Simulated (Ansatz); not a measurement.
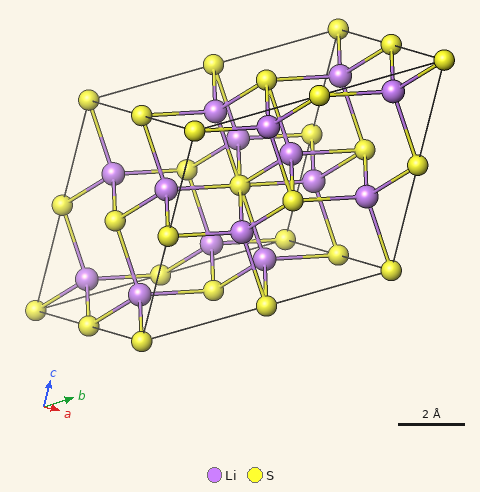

Starting frame of a dynamics run of Li$_{2}$S with a Li vacancy (23 atoms in the cell, charge -1). A ball-and-stick model of the reduced simulation cell, seen slightly off an axis. Bonds to atoms that aren't drawn are left out. Lengths and directions refer to the drawn axes.

Method: DFT PBE, scalar-relativistic, plane waves, PAW in Ansatz.

The input:
```yaml
crystal:
  lattice:
    - [0.0, 5.708, 5.708]
    - [5.708, 0.0, 5.708]
    - [5.708, 5.708, 0.0]
  atoms:
    - { symbol: Li, position: [0.125, 0.125, 0.125] }
    - { symbol: S, position: [0.0, 0.0, 0.0] }
    - { symbol: Li, position: [0.125, 0.125, 0.625] }
    - { symbol: Li, position: [0.375, 0.375, 0.875] }
    - { symbol: S, position: [0.0, 0.0, 0.5] }
    - { symbol: Li, position: [0.125, 0.625, 0.125] }
    - { symbol: Li, position: [0.375, 0.875, 0.375] }
    - { symbol: S, position: [0.0, 0.5, 0.0] }
    - { symbol: Li, position: [0.125, 0.625, 0.625] }
    - { symbol: Li, position: [0.375, 0.875, 0.875] }
    - { symbol: S, position: [0.0, 0.5, 0.5] }
    - { symbol: Li, position: [0.625, 0.125, 0.125] }
    - { symbol: Li, position: [0.875, 0.375, 0.375] }
    - { symbol: S, position: [0.5, 0.0, 0.0] }
    - { symbol: Li, position: [0.625, 0.125, 0.625] }
    - { symbol: Li, position: [0.875, 0.375, 0.875] }
    - { symbol: S, position: [0.5, 0.0, 0.5] }
    - { symbol: Li, position: [0.625, 0.625, 0.125] }
    - { symbol: Li, position: [0.875, 0.875, 0.375] }
    - { symbol: S, position: [0.5, 0.5, 0.0] }
    - { symbol: Li, position: [0.625, 0.625, 0.625] }
    - { symbol: Li, position: [0.875, 0.875, 0.875] }
    - { symbol: S, position: [0.5, 0.5, 0.5] }
total_charge: -1
basis:
  ecutwfc: 420.0
kpoints:
  mp_grid: { grid: [2, 2, 2] }
hamiltonian:
  xc: pbe
scf:
  occupations: { method: fermi_dirac, width: 0.05 }
  lower_state_search: "off"
md:
  timestep: 1
  n_steps: 80
  ensemble: nvt_langevin
  temperature: 700.0
  initial_velocities: maxwell_boltzmann
  seed: 595563
  friction: 0.02
```

Command:
```bash
ansatz run input.yaml --threads 1 --pin off --max-ram 3072MiB --backend cpu --events-out ev --progress --plain --runs-dir out
```

> Predict how the run goes.

Over the second half the temperature averages 586 K (spread ±82 K). The potential energy is still drifting at the end, so the run hasn't reached equilibrium. The potential energy in the second half lies on average 90.9 meV per atom above the first frame. In the second half of the run the atoms are, in the root-mean-square, this far from where they began (common drift taken out): Li 0.35 Å, S 0.27 Å. The run lasts only 80 fs, too short to tell vibration from diffusion.

Along the run (each row but the first and the last is the mean over the interval that it begins):

| time (fs) | potential energy (meV/atom) | T (K) |
| --- | --- | --- |
| 0.0 | 0.0 | 670 |
| 10.0 | 30.9 | 490 |
| 20.0 | 51.2 | 446 |
| 30.0 | 57.9 | 623 |
| 40.0 | 71.6 | 701 |
| 50.0 | 91.9 | 542 |
| 60.0 | 102.0 | 530 |
| 70.0 | 97.6 | 571 |
| 80.0 | 95.1 | 610 |

The paths of the atoms:

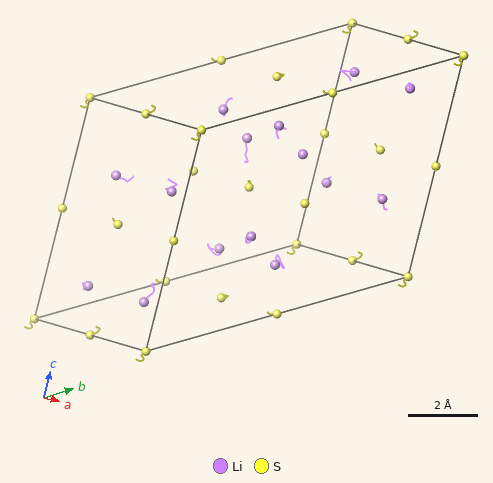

Limits of the set-up: the periodic images lie only 8.1 Å apart, so the values are limited by the cell's size; the cell is charged, on a uniform background, and energies carry no finite-size correction.

The run took 7.5 min on 1 thread of Arm Neoverse V2 (shared host), peak memory 0.69 GiB.
